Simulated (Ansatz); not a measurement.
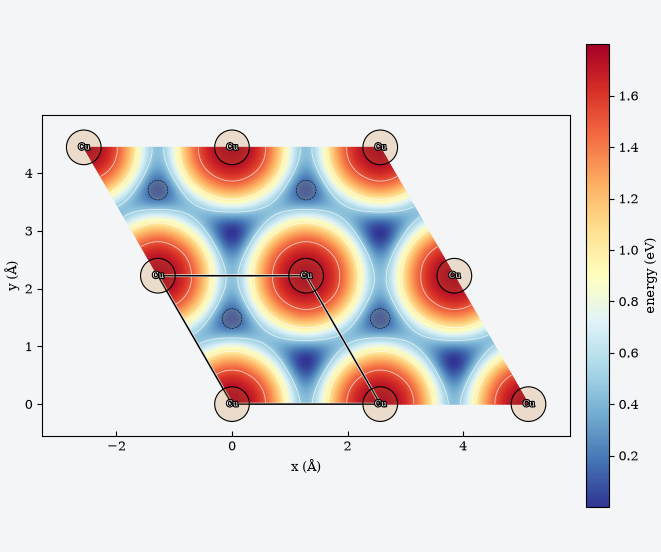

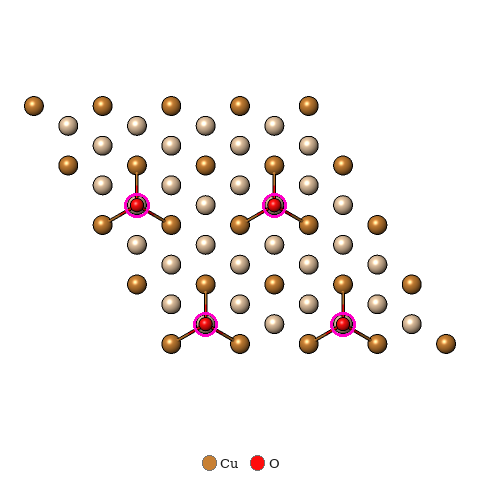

Energy landscape of O on a Cu(111) slab cut from the Fm-3m phase, its upper half relaxed before the scan (12 atoms of substrate and one adsorbate in a 2 × 2 cell). O is moved over the surface cell; relaxed at each place: the height of the adsorbate's atoms; substrate rigid; the origin of the map has the adsorbate above Cu9. Places are given modulo a cell vector. The map is drawn in real space over the plane of the surface. The scan uses a 6 × 6 grid; 10 points were computed and 26 follow by symmetry. Places are given in fractions of the 1 × 1 surface cell. Energies: eV, counted from the lowest grid point. The runs have no spin polarisation; a magnetic state may lie lower. Computed with DFT PBE, scalar-relativistic, plane waves, PAW in Ansatz 0.2.0. Settings: cutoff 420 eV, k-mesh 6×6×1, gaussian smearing 0.1 eV, no spin polarisation.

The picture shows a smooth colour map with a few white contour lines, labelled circles for the atoms of the top layer and small ones for the second layer, the outline of one cell of the 2 × 2 shown. Between grid points the surface is interpolated. The second picture is the structure at the lowest point; rings mark the moved atoms.

Question: Describe this landscape.

Answer: The lowest grid point is at a threefold hollow over a third-layer Cu atom, (4/6, 2/6) of the cell vectors. There is a further well near a threefold hollow over a second-layer Cu atom, (2/6, 4/6) of the cell vectors (0.10 eV above the lowest at that grid point). The highest grid point, the top site over a surface Cu atom, (0/6, 0/6) of the cell vectors, lies 1.80 eV above the lowest. On the interpolated surface the easiest way out of the lowest well to the well at a threefold hollow over a second-layer Cu atom, (2/6, 4/6) of the cell vectors passes a barrier of about 0.44 eV. At the lowest point the adsorbate has 3 Cu at 1.88 Å as nearest neighbours, at the highest 1 Cu at 1.72 Å. Its relaxed height above the top atom is 1.16 Å at the lowest and 1.72 Å at the highest point.

The input of one point:

```yaml
crystal:
  lattice:
    - [5.1332392722, 0.0, 0.0]
    - [-2.5666196361, 4.4455156134, 0.0]
    - [0.0, 0.0, 19.6236279128]
  atoms:
    - { symbol: Cu, position: [0.3333333333, 0.1666666667, 0.2038359073] }
    - { symbol: Cu, position: [0.3333333333, 0.6666666667, 0.2038359073] }
    - { symbol: Cu, position: [0.8333333333, 0.1666666667, 0.2038359073] }
    - { symbol: Cu, position: [0.8333333333, 0.6666666667, 0.2038359073] }
    - { symbol: Cu, position: [0.1666666667, 0.3333333333, 0.3089002473] }
    - { symbol: Cu, position: [0.1666666667, 0.8333333333, 0.3089002473] }
    - { symbol: Cu, position: [0.6666666667, 0.3333333333, 0.3089002473] }
    - { symbol: Cu, position: [0.6666666667, 0.8333333333, 0.3089002473] }
    - { symbol: Cu, position: [0.0, 0.0, 0.4139717665] }
    - { symbol: Cu, position: [0.0, 0.5, 0.4139717665] }
    - { symbol: Cu, position: [0.5, 0.0, 0.4139717665] }
    - { symbol: Cu, position: [0.5, 0.5, 0.4139717665] }
    - { symbol: O, position: [0.3333333333, 0.1666666667, 0.4653111681] }
basis:
  ecutwfc: 420
kpoints:
  mp_grid: { grid: [6, 6, 1] }
hamiltonian:
  xc: pbe
scf:
  occupations: { method: gaussian, width: 0.1 }
output:
  forces: true
  eigenvalues: true
relax:
  adjacent_minimum: "off"
  f_tol: 0.025
  max_steps: 16
  constraints:
    - { sites: [0, 1, 2, 3, 4, 5, 6, 7, 8, 9, 10, 11] }
    - { sites: [12], fix: xy }
efield:
  axis: 3
  dipole_correction: true
  ramp_width: 0.04
```

The whole map (10 points run) took 15 min on 4 threads of Arm Neoverse V2, with other jobs on the host.
